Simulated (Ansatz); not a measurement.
# Run report: Ga$_{15}$P$_{16}$ (charge −1), geometry relaxation (part 2 of 3)

Continued. System: Ga$_{15}$P$_{16}$ (defect cell, 31 atoms in the cell, total charge −1). Method: DFT PBE, scalar-relativistic, plane waves, PAW, spin-polarised (Ansatz 0.2.0); cutoff 420 eV, 2×2×2 k-mesh, Gaussian smearing of 0.02 eV, collinear spins. The structure derives from a Materials Project entry. It belongs to a series of runs on one base structure; here: V_Ga, charge -1, atoms relaxed at the host's cell.

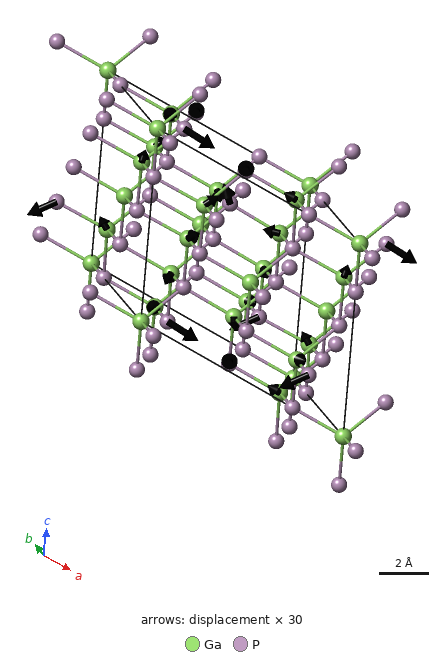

Figure 1. The starting structure with the displacements as black arrows, magnified 30 times (ball-and-stick view of the cell of the calculation, with bonded neighbours outside it, seen slightly off an axis). Over 2 geometry steps the energy falls by 28.4 meV per cell of the calculation. Largest force component: 0.25 eV/Å at the start, 0.011 eV/Å at the end. The atom that moves furthest is P16 (0.050 Å). By element the largest moves are P 0.050 Å, Ga 0.025 Å. The cell doesn't change. Distances before and after: Ga8–P28 2.396 → 2.368 Å, Ga14–P21 2.381 → 2.367 Å, Ga15–P20 2.385 → 2.395 Å, Ga11–P17 2.385 → 2.395 Å. (Atoms are counted from 1 in the order of the input.)

```
SCF converged after 8 iterations
Magnetization: 2.0000 μB (139.0000 up, 137.0000 down)
Absolute magnetization: 2.0661 μB (∫|ρ↑−ρ↓|, with the PAW one-centre terms)
Spin contamination: 0.0068 ħ² per cell (⟨S²⟩ above its minimum at these occupations)
Per-site moments (μB) at R_I (Å): [(0.004110298770708656, 0.9755832639158615), (0.005203504166440653, 0.9860322661500186), (0.0045581868639268715, 0.9766834209030993), (0.004072387563815766, 0.9754330232454754), (0.004576415999309533, 0.9762734431597624), (0.004346503003674352, 0.9760883750472451), (0.005395278146102322, 0.9863326970809594), (0.004528101066153261, 0.9769474616563325), (0.0042701504129082, 0.9759272783422761), (0.005453822389319683, 0.9863069595500598), (0.0044752525179146685, 0.9765532105852051), (0.004311905519460972, 0.9755388384437643), (0.004539345237121465, 0.9763990314832982), (0.00441457493585947, 0.9763018792014538), (0.004460915647161563, 0.9764972247459673), (0.18530016875007663, 0.9759272783422761), (0.02484330158942129, 0.9867008184805017), (0.025232091717934568, 0.9861641704228965), (0.17744804157028948, 0.9754330232454754), (0.023937289523741353, 0.9863326970809594), (0.1720635266232808, 0.9755832639158615), (0.023475076167301975, 0.9860322661500186), (0.02506297398496701, 0.9866376128056126), (0.02401159887136205, 0.986374062695241), (0.02571545159347762, 0.9862970061770092), (0.02439110031834098, 0.9863069595500598), (0.02574478605319704, 0.986586260612072), (0.17968410422923609, 0.9755388384437643), (0.024666763063316832, 0.9865721754559326), (0.025019679350821805, 0.9866781308154203), (0.025607758883676755, 0.9866860601835452)]
Free energy (F): -68839.205791 eV
Harris-Foulkes:  -68839.205791 eV  (|F-HF|=8.59e-10)
Internal energy: -68839.200726 eV  (E = F + TS)
E sigma→0 (E₀):  -68839.203258 eV
Entropy (-TS):   -0.005065 eV (-0.163 meV/atom)
Fermi energy:    6.364693 eV
--- Per-component energies (eV) ---
  E_band       = -1049.712285
  E_kinetic    = 2851.631254
  E_local      = -34316.237695  (includes V_loc(G=0)·N_el)
  E_nonlocal   = 6917.217559
  E_hartree    = 15816.573985
  E_xc         = -2019.601575
  E_vxc        = -1841.027909  (∫ρ·V_xc dr)
  E_paw        = -38945.784043  (= ΣΔE_a)
  E_vpaw       = -6294.445212  (= ΣTr[D̂ρ^β])
  E_aug_tail   = -0.001408  (compensation charges beyond the density's cutoff)
  E_ewald      = -19142.998802
  E_smearing   = -0.005065  (= −TS)
  E_closure    = 0.000000  (closes the sum)
  E_deformation_potential = -12.617816  (in the stress; not in F)
  Σ components = -68839.205791   (vs F -68839.205791, Δ=0.00e0)
--- Forces (eV/Å), atoms counted from 1 ---
  atom   1  Ga     0.00180821    -0.00058761     0.00336346
  atom   2  Ga    -0.00103810    -0.00186901     0.00249465
  atom   3  Ga    -0.00184709     0.00179345    -0.00491381
  atom   4  Ga    -0.00137449     0.00459644    -0.00572786
  atom   5  Ga    -0.00705616     0.00237387     0.00470706
  atom   6  Ga     0.00485072     0.00606849     0.00141311
  atom   7  Ga     0.00271809    -0.00302651     0.00015581
  atom   8  Ga    -0.00273574     0.00468300    -0.00131426
  atom   9  Ga     0.00418438    -0.00471499    -0.00318367
  atom  10  Ga    -0.00059872     0.00054446     0.00086916
  atom  11  Ga     0.00262339    -0.00151967    -0.00257788
  atom  12  Ga    -0.00219737     0.00976771     0.00656541
  atom  13  Ga    -0.00377292    -0.00049896    -0.00424819
  atom  14  Ga    -0.00163350    -0.00349919     0.00130637
  atom  15  Ga     0.00341258    -0.00505416    -0.00495335
  atom  16  P      0.00020230    -0.00062142     0.00520528
  atom  17  P     -0.00246740    -0.00493788    -0.00110305
  atom  18  P     -0.00626243    -0.00279854    -0.00584171
  atom  19  P     -0.00345218     0.00183806     0.00271818
  atom  20  P     -0.00167727     0.00884271    -0.00372096
  atom  21  P      0.00065480    -0.00735485    -0.00018480
  atom  22  P      0.00075773    -0.00154379    -0.00008522
  atom  23  P     -0.00388348    -0.00364318     0.00577110
  atom  24  P      0.00671949    -0.00228539    -0.00216483
  atom  25  P     -0.00333158     0.00345311     0.00330549
  atom  26  P      0.00737839     0.00578054    -0.00492591
  atom  27  P      0.00128251    -0.00027659     0.00008815
  atom  28  P      0.00827057    -0.00976915     0.00204992
  atom  29  P     -0.00622791    -0.00185707    -0.00652094
  atom  30  P      0.00493452     0.00091448     0.00014460
  atom  31  P     -0.00024677     0.00520102     0.01131264
  max |Σ_I F_I| component: 5.44e-6 eV/Å
--- Charged-cell corrections in eV (Makov–Payne, q = -1.000 e, ε = 12.849) ---
  F (periodic)     = -68839.205791  (uncorrected; the corrections below are reported, never added to it)
  E_corr1          = +0.185212  (monopole, q²α_M/2εL)
  F Makov-Payne    = -68839.020579  (F + E_corr1; no measured alignment; for a localised charge, not one spread in a band: unchecked)
  no potential alignment in this run, which stands beside a crystal: run the host's input off ansatz write-host-input, and read the two finished runs by ansatz place-levels (neither reads a slab, a wire or a sheet, whose cell leaves a vacuum)
--- Band table (eV; the first three rows and the last of 8) ---
  k-point 0 ↑: bands = ["-8.2999", "-8.2993", "-8.2990", "-8.2984", "-8.2983", "-8.2971", "-8.2965", "-8.2963", "-8.2932", "-8.2596", "-8.2578", "-8.2564", "-8.2475", "-8.2324", "-8.2314", "-8.2297", "-8.2022", "-8.2017", "-8.2009", "-8.2003", "-8.1997", "-8.1885", "-8.1876", "-8.1874", "-8.1856", "-8.1788", "-8.1784", "-8.1773", "-8.1768", "-8.1760", "-8.1758", "-8.1708", "-8.1696", "-8.1656", "-8.1653", "-8.1648", "-8.1643", "-8.1637", "-8.1632", "-8.1539",
      "-8.1536", "-8.1527", "-8.1521", "-8.1517", "-8.1513", "-8.1509", "-8.1497", "-8.1492", "-8.1478", "-8.1465", "-8.1455", "-8.1190", "-8.1171", "-8.1165", "-8.1162", "-8.1155", "-8.1144", "-8.1140", "-8.1130", "-8.1127", "-8.1112", "-8.1106", "-8.1087", "-8.0994", "-8.0987", "-8.0984", "-8.0978", "-8.0964", "-8.0960", "-8.0958", "-8.0949", "-8.0932", "-8.0924", "-8.0924", "-8.0902", "-5.2186", "-5.2176", "-5.2162", "-4.9677", "-3.7219",
      "-3.7211", "-3.7200", "-3.7157", "-3.7150", "-3.7017", "-3.7015", "-3.7009", "-3.5317", "-3.5220", "-3.5130", "-3.1985", "0.2793", "0.2809", "0.2821", "0.3020", "0.3030", "0.3045", "0.3069", "0.3092", "0.3882", "0.3893", "0.3904", "1.8214", "2.5352", "2.5367", "2.5371", "2.9381", "3.1861", "3.1863", "3.1882", "3.1903", "3.1905", "3.2142", "3.2154", "3.2161", "3.4507", "3.4517", "3.4531", "4.3174", "4.3181",
      "4.3190", "4.3527", "4.3565", "4.3582", "4.3759", "4.3864", "4.3887", "4.3903", "4.8706", "4.8743", "4.8758", "5.6623", "5.6630", "5.6637", "5.6729", "5.6755", "6.1285", "6.1367", "6.1415", "8.3760", "8.3789", "8.3809", "8.5611", "8.7688", "8.7699", "8.7716", "8.7737", "8.7741", "8.7759", "8.7782", "8.7797", "8.9812", "8.9863", "8.9907", "9.7648", "10.9963", "10.9972", "10.9981", "11.0060", "11.0067",
      "11.0899", "11.0932", "11.0963", "11.0975", "11.0979", "11.0998", "11.1835", "11.1876", "11.1972", "11.1983"]
  k-point 1 ↑: bands = ["-8.3078", "-8.3073", "-8.3041", "-8.2960", "-8.2943", "-8.2937", "-8.2920", "-8.2872", "-8.2868", "-8.2648", "-8.2576", "-8.2531", "-8.2468", "-8.2425", "-8.2389", "-8.2208", "-8.2048", "-8.2040", "-8.1996", "-8.1988", "-8.1983", "-8.1977", "-8.1848", "-8.1829", "-8.1818", "-8.1808", "-8.1782", "-8.1764", "-8.1709", "-8.1706", "-8.1701", "-8.1692", "-8.1690", "-8.1683", "-8.1678", "-8.1671", "-8.1662", "-8.1659", "-8.1652", "-8.1635",
      "-8.1621", "-8.1610", "-8.1571", "-8.1564", "-8.1504", "-8.1491", "-8.1450", "-8.1440", "-8.1424", "-8.1409", "-8.1335", "-8.1263", "-8.1216", "-8.1195", "-8.1168", "-8.1151", "-8.1140", "-8.1111", "-8.1083", "-8.1078", "-8.1050", "-8.1044", "-8.1041", "-8.1028", "-8.1021", "-8.1016", "-8.1010", "-8.1004", "-8.0986", "-8.0964", "-8.0952", "-8.0945", "-8.0920", "-8.0910", "-8.0888", "-5.6436", "-4.7719", "-4.7289", "-4.7262", "-4.5795",
      "-4.0755", "-4.0660", "-4.0639", "-3.9686", "-3.6927", "-3.4671", "-3.4179", "-3.4150", "-3.1923", "-3.0521", "-3.0474", "-0.1986", "-0.1278", "0.1866", "0.2276", "0.2300", "0.2545", "0.3606", "0.3630", "0.3665", "0.6964", "1.4407", "1.9920", "2.0574", "2.0591", "2.6108", "2.6192", "2.6878", "2.6895", "3.2441", "3.2687", "3.4212", "3.4237", "3.5282", "3.9713", "3.9719", "4.0123", "4.0490", "4.0526", "4.0553",
      "4.1094", "4.1162", "4.1167", "4.1287", "4.2424", "4.4429", "4.4472", "4.7510", "5.0505", "5.0784", "5.1294", "5.1312", "5.1965", "5.2344", "5.4847", "5.4876", "5.6328", "6.0308", "6.0393", "8.0866", "8.8392", "8.8615", "8.8648", "8.9272", "9.0373", "9.1728", "9.1758", "9.2240", "9.2320", "9.3307", "9.5338", "9.5841", "9.5899", "9.7760", "9.8590", "9.8909", "9.9294", "9.9333", "10.2430", "10.2821",
      "10.4592", "10.4614", "10.9401", "11.0116", "11.0131", "11.1243", "11.1829", "11.1880", "11.2864", "11.4595"]
  k-point 2 ↑: bands = ["-8.3076", "-8.3075", "-8.3041", "-8.2959", "-8.2942", "-8.2938", "-8.2920", "-8.2872", "-8.2869", "-8.2648", "-8.2575", "-8.2532", "-8.2473", "-8.2414", "-8.2395", "-8.2207", "-8.2048", "-8.2042", "-8.1995", "-8.1991", "-8.1981", "-8.1977", "-8.1849", "-8.1830", "-8.1814", "-8.1808", "-8.1781", "-8.1765", "-8.1710", "-8.1706", "-8.1700", "-8.1695", "-8.1689", "-8.1686", "-8.1675", "-8.1669", "-8.1667", "-8.1660", "-8.1653", "-8.1632",
      "-8.1619", "-8.1612", "-8.1566", "-8.1560", "-8.1503", "-8.1494", "-8.1454", "-8.1445", "-8.1421", "-8.1410", "-8.1332", "-8.1263", "-8.1218", "-8.1192", "-8.1167", "-8.1150", "-8.1131", "-8.1123", "-8.1089", "-8.1081", "-8.1056", "-8.1049", "-8.1034", "-8.1027", "-8.1016", "-8.1008", "-8.1005", "-8.0996", "-8.0990", "-8.0967", "-8.0958", "-8.0948", "-8.0921", "-8.0909", "-8.0886", "-5.6436", "-4.7720", "-4.7278", "-4.7271", "-4.5796",
      "-4.0754", "-4.0654", "-4.0645", "-3.9687", "-3.6927", "-3.4671", "-3.4167", "-3.4162", "-3.1923", "-3.0501", "-3.0493", "-0.1988", "-0.1279", "0.1865", "0.2279", "0.2296", "0.2546", "0.3608", "0.3629", "0.3663", "0.6968", "1.4409", "1.9919", "2.0575", "2.0587", "2.6107", "2.6191", "2.6878", "2.6893", "3.2442", "3.2687", "3.4220", "3.4232", "3.5280", "3.9710", "3.9719", "4.0123", "4.0488", "4.0527", "4.0551",
      "4.1093", "4.1157", "4.1170", "4.1291", "4.2429", "4.4439", "4.4468", "4.7511", "5.0506", "5.0784", "5.1301", "5.1305", "5.1963", "5.2342", "5.4849", "5.4873", "5.6323", "6.0331", "6.0376", "8.0862", "8.8393", "8.8620", "8.8646", "8.9267", "9.0370", "9.1739", "9.1751", "9.2230", "9.2325", "9.3309", "9.5343", "9.5858", "9.5884", "9.7756", "9.8594", "9.8905", "9.9298", "9.9326", "10.2429", "10.2825",
      "10.4596", "10.4616", "10.9407", "11.0121", "11.0130", "11.1242", "11.1836", "11.1877", "11.2863", "11.4595"]
  k-point 3 ↓: bands = ["-8.3035", "-8.3025", "-8.2995", "-8.2918", "-8.2902", "-8.2900", "-8.2879", "-8.2826", "-8.2825", "-8.2593", "-8.2494", "-8.2491", "-8.2361", "-8.2335", "-8.2288", "-8.2167", "-8.2012", "-8.2007", "-8.1967", "-8.1962", "-8.1958", "-8.1951", "-8.1813", "-8.1802", "-8.1790", "-8.1779", "-8.1760", "-8.1740", "-8.1683", "-8.1674", "-8.1670", "-8.1667", "-8.1656", "-8.1648", "-8.1644", "-8.1636", "-8.1633", "-8.1626", "-8.1612", "-8.1602",
      "-8.1585", "-8.1578", "-8.1550", "-8.1541", "-8.1483", "-8.1459", "-8.1409", "-8.1403", "-8.1393", "-8.1376", "-8.1314", "-8.1231", "-8.1202", "-8.1172", "-8.1147", "-8.1133", "-8.1110", "-8.1077", "-8.1065", "-8.1060", "-8.1027", "-8.1020", "-8.1017", "-8.1005", "-8.1002", "-8.0999", "-8.0986", "-8.0973", "-8.0964", "-8.0955", "-8.0920", "-8.0903", "-8.0894", "-8.0882", "-8.0872", "-5.5907", "-4.7377", "-4.6705", "-4.6700", "-4.5153",
      "-4.0268", "-3.9991", "-3.9987", "-3.9109", "-3.5129", "-3.4308", "-3.3495", "-3.3491", "-3.0060", "-2.9155", "-2.9126", "-0.1703", "-0.0967", "0.2142", "0.2608", "0.2619", "0.2761", "0.4095", "0.4099", "0.4113", "0.7512", "1.5313", "2.0220", "2.1166", "2.1169", "2.6418", "2.6760", "2.7371", "2.7389", "3.3150", "3.3502", "3.4678", "3.4700", "3.6799", "4.0109", "4.0121", "4.0384", "4.0916", "4.0925", "4.0967",
      "4.1527", "4.1723", "4.1730", "4.1784", "4.3319", "4.5486", "4.5498", "4.8416", "5.0894", "5.1839", "5.1859", "5.2555", "5.2948", "5.3271", "5.5614", "5.5628", "5.9973", "6.3733", "6.3799", "8.1228", "8.8675", "8.9135", "8.9139", "8.9790", "9.1094", "9.2092", "9.2136", "9.2708", "9.2936", "9.3585", "9.5606", "9.6383", "9.6439", "9.8201", "9.8969", "9.9564", "9.9769", "9.9790", "10.2680", "10.3437",
      "10.5098", "10.5103", "10.9876", "11.0481", "11.0493", "11.1675", "11.2178", "11.2205", "11.3711", "11.4867"]
```
